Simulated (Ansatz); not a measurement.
## Electronic structure of Al5Ga12N16 (cell charge +2, with a compensating background) (cell with a defect) in real space

Input file:

```
crystal:
  lattice:
    - [-4.467627905, 4.467627905, 4.467627905]
    - [4.467627905, -4.467627905, 4.467627905]
    - [4.467627905, 4.467627905, -4.467627905]
  atoms:
    - { symbol: Al, position: [0.4980498599, -0.0098830074, 0.5042982876] }
    - { symbol: Al, position: [-0.0091620577, 0.4993789713, 0.5058861703] }
    - { symbol: Al, position: [0.0073472474, 0.0087263084, 0.0136833307] }
    - { symbol: Al, position: [0.498651706, 0.4979887172, -0.0406204353], spin: 0.091 }
    - { symbol: Ga, position: [0.8049922513, 0.8003020978, 0.551197696], spin: 0.091 }
    - { symbol: Ga, position: [0.2450686316, 0.2449556965, 0.4897443707] }
    - { symbol: Ga, position: [0.239996226, 0.7342448978, -0.0092997609] }
    - { symbol: Ga, position: [0.7349026911, 0.2418717992, -0.0070026485] }
    - { symbol: Ga, position: [0.2006030234, 0.4998397605, 0.2430113297], spin: 0.091 }
    - { symbol: Ga, position: [0.7558535858, -0.0081011411, 0.2484560059] }
    - { symbol: Ga, position: [0.7547453831, 0.499394681, 0.7439401365] }
    - { symbol: Ga, position: [0.2633761816, 0.0069559483, 0.7560131548] }
    - { symbol: Ga, position: [0.4994952367, 0.7539146609, 0.7441259472] }
    - { symbol: Ga, position: [0.0051248637, 0.2646077699, 0.7558604585] }
    - { symbol: Ga, position: [-0.007536929, 0.757127685, 0.2504991705] }
    - { symbol: Ga, position: [0.5017974644, 0.2012952481, 0.2499883711], spin: 0.091 }
    - { symbol: "N", position: [0.5000106781, 0.4994819623, 0.7326914195] }
    - { symbol: "N", position: [0.0289224822, 0.0307648632, 0.7845508895] }
    - { symbol: "N", position: [-0.0300653347, 0.4994896637, 0.255480641] }
    - { symbol: "N", position: [0.4976175356, -0.0318375696, 0.253193949] }
    - { symbol: "N", position: [0.5003682864, 0.7374120367, 0.4837547175], spin: 0.091 }
    - { symbol: "N", position: [-0.0014744229, 0.254689887, 0.4990953566] }
    - { symbol: "N", position: [-0.0006154229, 0.7570561638, 0.0014123823] }
    - { symbol: "N", position: [0.5011027753, 0.2731984046, 0.0194100301], spin: 0.091 }
    - { symbol: "N", position: [0.7287535361, 0.4909492211, 0.478659571], spin: 0.091 }
    - { symbol: "N", position: [0.2547183023, -0.0008676661, 0.499250832] }
    - { symbol: "N", position: [0.2692601137, 0.5012615595, 0.016529299], spin: 0.091 }
    - { symbol: "N", position: [0.754985369, -0.000254296, -0.0004883812] }
    - { symbol: "N", position: [0.2601151697, 0.2621581824, 0.2444132076], spin: 0.091 }
    - { symbol: "N", position: [0.7235456281, 0.7238384005, 0.2430073956], spin: 0.091 }
    - { symbol: "N", position: [0.7416835271, 0.2417660071, 0.7438358448] }
    - { symbol: "N", position: [0.2432274761, 0.7441378446, 0.7438224895] }
    - { symbol: Al, position: [0.4959632082, 0.5011808449, 0.2608612198], spin: 0.091 }
  host:
    lattice:
      - [4.467627905, 0.0, 0.0]
      - [0.0, 4.467627905, 0.0]
      - [0.0, 0.0, 4.467627905]
    atoms:
      - { symbol: Al, position: [0.0, 0.0, 0.0] }
      - { symbol: Ga, position: [0.5, 0.5, 0.0] }
      - { symbol: Ga, position: [0.5, 0.0, 0.5] }
      - { symbol: Ga, position: [0.0, 0.5, 0.5] }
      - { symbol: "N", position: [0.7550309215, 0.7550309215, 0.2449690785] }
      - { symbol: "N", position: [0.7550309215, 0.2449690785, 0.7550309215] }
      - { symbol: "N", position: [0.2449690785, 0.7550309215, 0.7550309215] }
      - { symbol: "N", position: [0.2449690785, 0.2449690785, 0.2449690785] }
total_charge: 2
basis:
  ecutwfc: 420
  xc_grid: 2
kpoints:
  mp_grid: { grid: [2, 2, 2], shift: [0.5, 0.5, 0.5] }
hamiltonian:
  xc: pbesol
scf:
  occupations: { method: gaussian, width: 0.01 }
output:
  forces: true
  stress: false
  eigenvalues: true
  populations: true
  charged_corrections:
    defect_position: [0.5, 0.5, 0.25]
    epsilon: [[9.9239, 0.0, 0.0], [0.0, 9.9239, 0.0], [0.0, 0.0, 9.9239]]
  write_density: true
  write_potential: true
  elf: true
  volumetric_format: npy
magnetization:
  spin_polarized: true
relax:
  adjacent_minimum: "off"
  f_tol: 0.025
  max_steps: 45
```

Command:

```sh
ansatz run input.yaml --threads 4 --pin off --max-ram 10240MiB --backend cpu --events-out ev --progress --plain --runs-dir out
```

The fields are those of the run's last geometry, not of the input's.

Spin-polarised.

The calculation used DFT PBEsol, scalar-relativistic, plane waves, PAW (Ansatz 0.2.0).

Core electrons are frozen (PAW), and the valence fields are smoothed inside the atomic spheres.

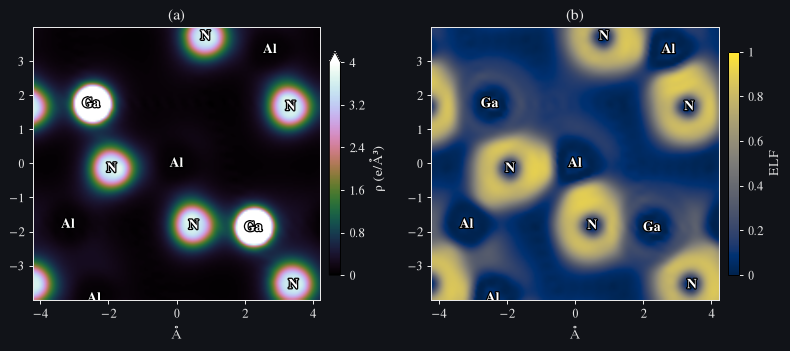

Figure 1. (a) valence electron density; (b) electron localisation function on the (010) plane of the calculation cell.

Question: What do the fields say about this system?

Answer: The section cuts through Al, Ga and N sites.
Al–N (1.77 Å): ρ is about 0.85 e/Å³ halfway; the ELF peaks at about 0.90 between the atoms.
Ga–N (1.80 Å): the density is about 1 e/Å³ at the midpoint; the ELF peaks at about 0.80 in the valence shell of N, 0.6 Å from its nucleus, and is about 0.55 at the midpoint.
Al–Al (2.30 Å): the density is about 0.27 e/Å³ at the midpoint; the ELF is about 0.30 at the midpoint.
Al–N (1.89 Å): the density is about 0.68 e/Å³ at the midpoint; the ELF peaks at about 0.90 between the atoms.
Al–N (1.95 Å): ρ at the midpoint is about 0.61 e/Å³; the ELF peaks at about 0.85 in the valence shell of N, 0.7 Å from its nucleus, and is about 0.85 at the midpoint.
Between the atoms the lowest density in this plane is 0.02 e/Å³.

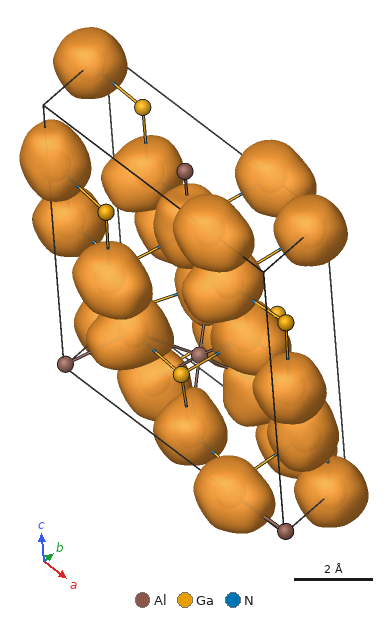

Figure 2. Isosurface of the electron localisation function at 0.65 (orange), seen slightly off an axis. Only the valence region is drawn (cores and ρ < 0.01 e/Å³ removed). Sticks mark near contacts.

Question: Where are the electrons localised?

Answer: At this value the surface marks out 16 regions on N in which the atom's valence shell and bonds are merged, counted in one cell of 33 atoms. Any copies at cell faces, edges or corners count once.

Question: Metal or insulator at this level of theory?

Answer: It is gapless in this calculation (a metal or semimetal).
